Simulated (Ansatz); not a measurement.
# Run report: GaCuSe2, geometry relaxation (part 2 of 2)

GaCuSe2 (I-42d, 8 atoms in the cell); DFT PBEsol, scalar-relativistic, plane waves, PAW, no spin polarisation (Ansatz 0.2.0); cutoff 420 eV, 10×10×10 k-mesh, Gaussian smearing of 0.01 eV. The structure derives from an entry of the Crystallography Open Database.

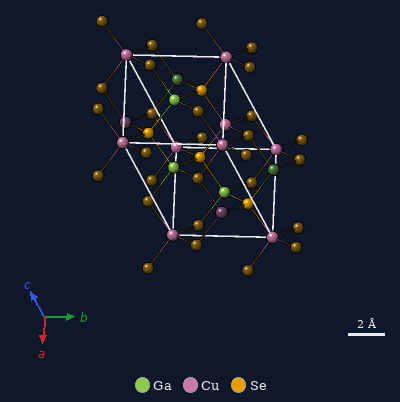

Fig. 1: The geometry at step 3 of the log (ball-and-stick view of the reduced cell, seen at an oblique angle; neighbours outside the cell are drawn fainter).

## Output, continued
```
--- Per-component energies (eV) ---
  E_band       = -2617.574174
  E_kinetic    = 1307.889976
  E_local      = -24882.937834  (includes V_loc(G=0)·N_el)
  E_nonlocal   = -716.395237
  E_hartree    = 11645.304420
  E_xc         = -726.296492
  E_vxc        = -736.779637  (∫ρ·V_xc dr)
  E_paw        = -14639.605773  (= ΣΔE_a)
  E_vpaw       = -879.958452  (= ΣTr[D̂ρ^β])
  E_aug_tail   = -0.002071  (compensation charges beyond the density's cutoff)
  E_ewald      = -14358.553463
  E_core_change = 6.172162  (= ΣΔE_core)
  E_smearing   = -0.000000  (= −TS)
  E_closure    = -0.000000  (closes the sum)
  Σ components = -42364.424312   (vs F -42364.424312, Δ=0.00e0)
--- Forces (eV/Å), atoms counted from 1 ---
  atom   1  Ga     0.00000000     0.00000000     0.00000000
  atom   2  Ga     0.00000000    -0.00000000     0.00000000
  atom   3  Cu     0.00000000     0.00000000     0.00000000
  atom   4  Cu     0.00000000    -0.00000000     0.00000000
  atom   5  Se     0.00059697     0.00000000    -0.00000000
  atom   6  Se    -0.00000000    -0.00059697     0.00000000
  atom   7  Se    -0.00059697     0.00000000     0.00000000
  atom   8  Se     0.00000000     0.00059697     0.00000000
  max |Σ_I F_I| component: 4.23e-17 eV/Å
--- Stress (GPa, compression-positive) ---
        0.000001       0.000000      -0.000000
        0.000000       0.000001      -0.000000
        0.000000      -0.000000       0.005824
  P = ⅓ Tr σ = 0.0019 GPa (0.019 kbar)
--- Band table (eV; the first three rows and the last of 102) ---
  k-point 0: bands = ["-102.6896", "-102.6896", "-60.2551", "-60.2550", "-60.2319", "-60.2319", "-60.2318", "-60.2318", "-39.2335", "-39.2335", "-39.2335", "-39.2335", "-39.2318", "-39.2317", "-39.2314", "-39.2314", "-39.1767", "-39.1766", "-39.1765", "-39.1765", "-39.1497", "-39.1494", "-39.1492", "-39.1492", "-39.1371", "-39.1370", "-39.1370", "-39.1370", "-6.6649", "-6.6628", "-6.6628", "-6.5109", "-6.4958", "-6.4958", "-6.4536", "-6.4483", "-6.4449", "-6.4331", "-5.8031", "-4.1669", "-4.1654", "-4.1654", "1.1913", "2.4249", "3.6819", "4.1278", "4.1801", "4.6148", "4.6148", "5.2036", "5.2036", "5.4996", "5.4996", "5.5609", "6.5677", "6.6197", "6.7170", "7.0358", "7.0730", "7.0730", "7.1743", "8.8073", "8.8073", "8.8987", "9.0203", "10.6673", "10.9842", "12.7794", "12.7794", "13.1252", "13.6110", "13.6110", "13.7473", "14.0410", "15.2286", "15.2286", "15.4584"]
  k-point 1: bands = ["-102.6896", "-102.6896", "-60.2551", "-60.2550", "-60.2318", "-60.2318", "-60.2318", "-60.2318", "-39.2335", "-39.2335", "-39.2335", "-39.2335", "-39.2318", "-39.2317", "-39.2314", "-39.2314", "-39.1767", "-39.1765", "-39.1765", "-39.1765", "-39.1496", "-39.1494", "-39.1492", "-39.1492", "-39.1371", "-39.1370", "-39.1370", "-39.1370", "-6.6666", "-6.6663", "-6.6601", "-6.5112", "-6.5035", "-6.4964", "-6.4530", "-6.4478", "-6.4448", "-6.4333", "-5.7389", "-4.2107", "-4.2042", "-4.1646", "1.2394", "2.3995", "3.6238", "4.1041", "4.1394", "4.6271", "4.8201", "5.1554", "5.2042", "5.3854", "5.5078", "5.6101", "6.6068", "6.6568", "6.7428", "6.9139", "7.0189", "7.2205", "7.2244", "8.0948", "8.7419", "8.7801", "9.7508", "10.8390", "11.2994", "12.6632", "12.7465", "13.1783", "13.3609", "13.4869", "13.9664", "14.2984", "14.8869", "15.1720", "16.1795"]
  k-point 2: bands = ["-102.6896", "-102.6896", "-60.2551", "-60.2550", "-60.2318", "-60.2318", "-60.2318", "-60.2318", "-39.2335", "-39.2335", "-39.2335", "-39.2335", "-39.2318", "-39.2317", "-39.2315", "-39.2315", "-39.1767", "-39.1765", "-39.1765", "-39.1765", "-39.1496", "-39.1494", "-39.1492", "-39.1492", "-39.1371", "-39.1370", "-39.1370", "-39.1370", "-6.6749", "-6.6694", "-6.6530", "-6.5246", "-6.5088", "-6.4980", "-6.4514", "-6.4464", "-6.4447", "-6.4340", "-5.5611", "-4.3256", "-4.3000", "-4.1708", "1.3428", "2.2672", "3.4677", "4.1382", "4.2549", "4.4457", "5.0670", "5.1072", "5.2589", "5.2772", "5.5521", "5.6976", "6.6672", "6.7864", "6.8134", "6.8305", "6.9845", "7.3543", "7.3810", "7.5716", "8.3650", "8.6997", "10.3505", "10.9544", "11.9875", "12.4722", "12.8852", "13.0016", "13.2316", "13.7868", "14.0456", "14.2659", "15.2813", "15.6650", "17.0041"]
  k-point 101: bands = ["-102.6896", "-102.6896", "-60.2550", "-60.2550", "-60.2319", "-60.2319", "-60.2318", "-60.2318", "-39.2335", "-39.2335", "-39.2335", "-39.2335", "-39.2318", "-39.2318", "-39.2314", "-39.2314", "-39.1766", "-39.1766", "-39.1765", "-39.1765", "-39.1495", "-39.1495", "-39.1492", "-39.1492", "-39.1371", "-39.1371", "-39.1370", "-39.1370", "-6.6668", "-6.6668", "-6.6134", "-6.6134", "-6.4869", "-6.4869", "-6.4559", "-6.4559", "-6.4351", "-6.4351", "-5.0673", "-5.0673", "-4.1896", "-4.1896", "1.7835", "1.7835", "4.1912", "4.1912", "4.9774", "4.9774", "5.1144", "5.1144", "5.2501", "5.2501", "5.4683", "5.4683", "6.5288", "6.5288", "6.7722", "6.7722", "7.4661", "7.4661", "7.5878", "7.5878", "7.9069", "7.9069", "10.5960", "10.5960", "10.6675", "10.6675", "11.6415", "11.6415", "12.7206", "12.7206", "15.5204", "15.5204", "16.0056", "16.0056", "16.3164"]
--- Relaxed structure (4 steps of the walk, 4 accepted, 1 SCFs on fresh bases) ---
  F+E_penalty+E_count = -42364.42431208 eV   max|allowed force component| = 5.970e-4 eV/Å   (the final SCF, on the basis selected at the relaxed cell)
  cell:  # Å, volume = 171.7748 Å³
    - [-2.784871169546044, 2.784871169546044, 5.5371861495927535]
    - [2.784871169546044, -2.784871169546044, 5.5371861495927535]
    - [2.784871169546044, 2.784871169546044, -5.5371861495927535]
  atoms:
    - { symbol: Ga, position: [0.5, 0.5, -1.543595483241806e-19] }
    - { symbol: Ga, position: [0.24999999999999997, 0.7500000000000001, 0.5000000000000001] }
    - { symbol: Cu, position: [-1.543595483241812e-19, 1.7984481243921351e-34, -1.5435954832418104e-19] }
    - { symbol: Cu, position: [0.7500000000000001, 0.24999999999999997, 0.5000000000000001] }
    - { symbol: Se, position: [0.375, 0.36679509440997604, 0.491795094409976] }
    - { symbol: Se, position: [0.6332049055900242, 0.12499999999999997, 1.0082049055900242] }
    - { symbol: Se, position: [0.8750000000000001, 0.8832049055900242, 0.508204905590024] }
    - { symbol: Se, position: [0.11679509440997604, 0.625, -0.008204905590023959] }
```

## Trajectory as extended XYZ (Å, eV, eV/Å), 5 frames, from step=1 to step=5
```
8
Lattice="-2.8096 2.8096 5.5130 2.8096 -2.8096 5.5130 2.8096 2.8096 -5.5130" Properties=species:S:1:pos:R:3:forces:R:3 step=1 energy=-42364.37479 pressure_GPa=-0.68
Ga    0.0000    0.0000    5.5130    0.0000   0.0000   0.0000
Ga    2.8096    0.0000    2.7565    0.0000   0.0000   0.0000
Cu    0.0000    0.0000    0.0000    0.0000   0.0000   0.0000
Cu    0.0000    2.8096    2.7565    0.0000   0.0000   0.0000
Se    1.4083    1.4048    1.3782   -0.4327   0.0000   0.0000
Se    1.4048    4.2108   -1.3782    0.0000   0.4327   0.0000
Se    1.4013    1.4048    6.8913    0.4327   0.0000   0.0000
Se    1.4048   -1.4013    4.1348    0.0000  -0.4327   0.0000
8
Lattice="-2.7984 2.7984 5.5149 2.7984 -2.7984 5.5149 2.7984 2.7984 -5.5149" Properties=species:S:1:pos:R:3:forces:R:3 step=2 energy=-42364.41740 pressure_GPa=-0.34
Ga    0.0000    0.0000    5.5149    0.0000   0.0000   0.0000
Ga    2.7984    0.0000    2.7575    0.0000   0.0000   0.0000
Cu    0.0000    0.0000    0.0000    0.0000   0.0000   0.0000
Cu    0.0000    2.7984    2.7575    0.0000   0.0000   0.0000
Se    1.3710    1.3992    1.3787   -0.1519   0.0000   0.0000
Se    1.3992    4.2259   -1.3787    0.0000   0.1519   0.0000
Se    1.4275    1.3992    6.8936    0.1519   0.0000   0.0000
Se    1.3992   -1.4275    4.1362    0.0000  -0.1519   0.0000
8
Lattice="-2.7881 2.7881 5.5278 2.7881 -2.7881 5.5278 2.7881 2.7881 -5.5278" Properties=species:S:1:pos:R:3:forces:R:3 step=3 energy=-42364.42451 pressure_GPa=-0.03
Ga    0.0000    0.0000    5.5278    0.0000   0.0000   0.0000
Ga    2.7881    0.0000    2.7639    0.0000   0.0000   0.0000
Cu    0.0000    0.0000    0.0000    0.0000   0.0000   0.0000
Cu    0.0000    2.7881    2.7639    0.0000   0.0000   0.0000
Se    1.3519    1.3940    1.3819   -0.0304   0.0000   0.0000
Se    1.3940    4.2242   -1.3819    0.0000   0.0304   0.0000
Se    1.4361    1.3940    6.9097    0.0304   0.0000   0.0000
Se    1.3940   -1.4361    4.1458    0.0000  -0.0304   0.0000
8
Lattice="-2.7849 2.7849 5.5372 2.7849 -2.7849 5.5372 2.7849 2.7849 -5.5372" Properties=species:S:1:pos:R:3:forces:R:3 step=4 energy=-42364.42486 pressure_GPa=0.00
Ga    0.0000    0.0000    5.5372    0.0000   0.0000   0.0000
Ga    2.7849    0.0000    2.7686    0.0000   0.0000   0.0000
Cu    0.0000    0.0000    0.0000    0.0000   0.0000   0.0000
Cu    0.0000    2.7849    2.7686    0.0000   0.0000   0.0000
Se    1.3467    1.3924    1.3843    0.0007   0.0000   0.0000
Se    1.3924    4.2230   -1.3843    0.0000  -0.0007   0.0000
Se    1.4381    1.3924    6.9215   -0.0007   0.0000   0.0000
Se    1.3924   -1.4381    4.1529    0.0000   0.0007   0.0000
8
Lattice="-2.7849 2.7849 5.5372 2.7849 -2.7849 5.5372 2.7849 2.7849 -5.5372" Properties=species:S:1:pos:R:3:forces:R:3 step=5 energy=-42364.42431 pressure_GPa=0.00
Ga    0.0000    0.0000    5.5372    0.0000   0.0000   0.0000
Ga    2.7849    0.0000    2.7686    0.0000   0.0000   0.0000
Cu    0.0000    0.0000    0.0000    0.0000   0.0000   0.0000
Cu    0.0000    2.7849    2.7686    0.0000   0.0000   0.0000
Se    1.3467    1.3924    1.3843    0.0006   0.0000   0.0000
Se    1.3924    4.2230   -1.3843    0.0000  -0.0006   0.0000
Se    1.4381    1.3924    6.9215   -0.0006   0.0000   0.0000
Se    1.3924   -1.4381    4.1529    0.0000   0.0006   0.0000
```

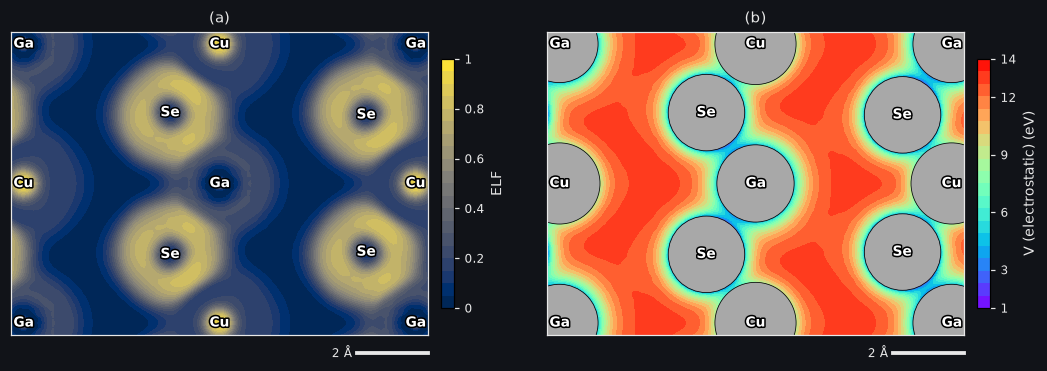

Fig. 2: (a) ELF; (b) electrostatic potential energy of an electron on the (110) plane of the conventional cell. Grey discs, where drawn, cover atomic cores. The section cuts through Ga, Cu and Se sites. Cu–Se (2.38 Å): the ELF is about 0.45 at the midpoint. Ga–Se (2.43 Å): the ELF is about 0.70 at the midpoint. The strong features right at Ga and Cu lie inside the PAW spheres (semicore, d or f shells) and say nothing about bonding. Outside the cores the potential energy rises away from the atoms and is highest about 2.3 Å from the nearest atoms; outside the discs it spans about 11 eV, and its zero is arbitrary. The fields are those of the smooth PAW valence density.

The run was set up as follows.

## Input file
```yaml
crystal:
  lattice:
    - [-2.80955, 2.80955, 5.513]
    - [2.80955, -2.80955, 5.513]
    - [2.80955, 2.80955, -5.513]
  atoms:
    - { symbol: Ga, position: [0.5, 0.5, 0.0] }
    - { symbol: Ga, position: [0.25, 0.75, 0.5] }
    - { symbol: Cu, position: [0.0, 0.0, 0.0] }
    - { symbol: Cu, position: [0.75, 0.25, 0.5] }
    - { symbol: Se, position: [0.375, 0.37562, 0.50062] }
    - { symbol: Se, position: [0.62438, 0.125, 0.99938] }
    - { symbol: Se, position: [0.875, 0.87438, 0.49938] }
    - { symbol: Se, position: [0.12562, 0.625, 0.00062] }
basis:
  ecutwfc: 420
kpoints:
  mp_grid: { grid: [10, 10, 10] }
hamiltonian:
  xc: pbesol
scf:
  occupations: { method: gaussian, width: 0.01 }
output:
  forces: true
  stress: true
  eigenvalues: true
  write_density: true
  write_potential: true
  elf: true
  volumetric_format: npy
relax:
  adjacent_minimum: "off"
  f_tol: 0.005
  max_steps: 80
  cell: { stress_tol: 0.05 }
```

Command:
```bash
ansatz run input.yaml --threads 8 --pin off --max-ram 22528MiB --backend cpu --events-out ev --progress --plain --runs-dir out
```

## Summary

| quantity | value |
| --- | --- |
| outcome | converged |
| space group (tolerance 0.01 Å) | I-42d (122) |
| electrons treated | 128 |
| free energy | −42364.4243 eV |
| Fermi energy | 8.960 eV |
| gap on the k-point mesh | 0.12 eV |
| pressure | 0.00 GPa |
| final volume | 171.77 Å³ |
| largest force (length of the vector) at the end | 0.001 eV/Å |
| final cell | a = 6.795 Å, b = 6.795 Å, c = 6.795 Å, α = 131.61°, β = 131.61°, γ = 70.85° |
| hardware | 8 threads of AMD EPYC (Zen 3), 189 GiB of memory available, shared host |
| wall time | 4.4 min (CPU time 32 min) |
| peak memory | 1.6 GiB |
